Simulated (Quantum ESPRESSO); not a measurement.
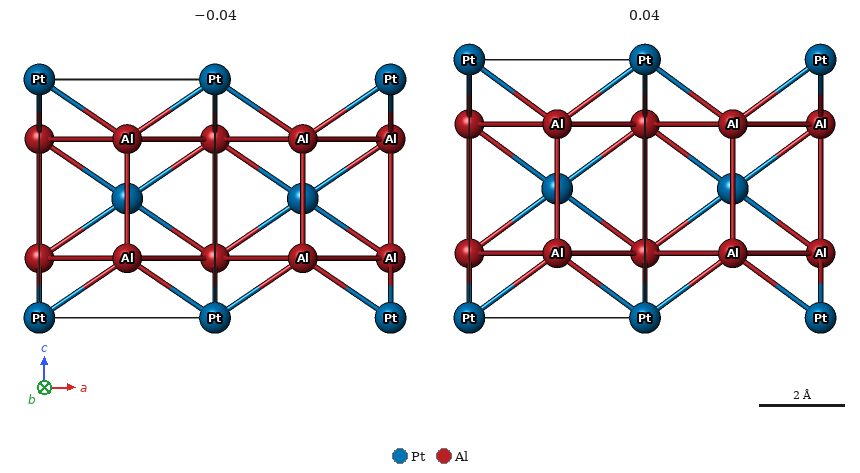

A crystal of Al2Pt (set up in I4/mmm), held at several strains, with the atoms relaxed (per unit of the tabulated number the cell is strained by 1.0 along c). The picture shows the first and the last member. Style: ball-and-stick. Shown: the conventional cell (2 times the calculation's cell), repeated 2 × 1 × 1 with one cell outlined, along the b axis. Lengths and directions refer to the drawn axes.

Computed with Quantum ESPRESSO 7.5: PBEsol, GBRV 1.5 PBEsol. (plane-wave cutoff 612.3 eV; k-point mesh 8 × 8 × 8; occupations fermi-dirac; smearing width 0.05 eV; no spin polarisation)

```json
{"strain": "−0.04", "energy (meV/atom)": "11.32"}
{"strain": "−0.02", "energy (meV/atom)": "1.53"}
{"strain": "−0.01", "energy (meV/atom)": "−0.19"}
{"strain": "0", "energy (meV/atom)": "0.00"}
{"strain": "0.01", "energy (meV/atom)": "2.03"}
{"strain": "0.02", "energy (meV/atom)": "?"}
{"strain": "0.04", "energy (meV/atom)": "18.39"}
```

**Estimate the missing row from the others, and compare with the calculation.**

A parabola through three neighbouring rows (0, 0.01, 0.04) gives, with Lagrange weights, (−0.5000)(0.00) + (1.3333)(2.03) + (0.1667)(18.39) = 5.77 meV/atom. The calculation gives 5.77 meV/atom. The estimate is right to the digits shown. From the first member to the last: Al–Al 2.837 → 3.073 Å, Al–Pt 2.525 → 2.594 Å.

The whole series:

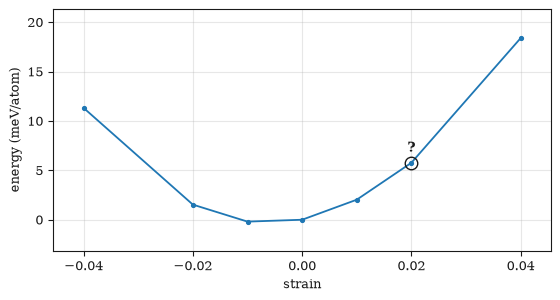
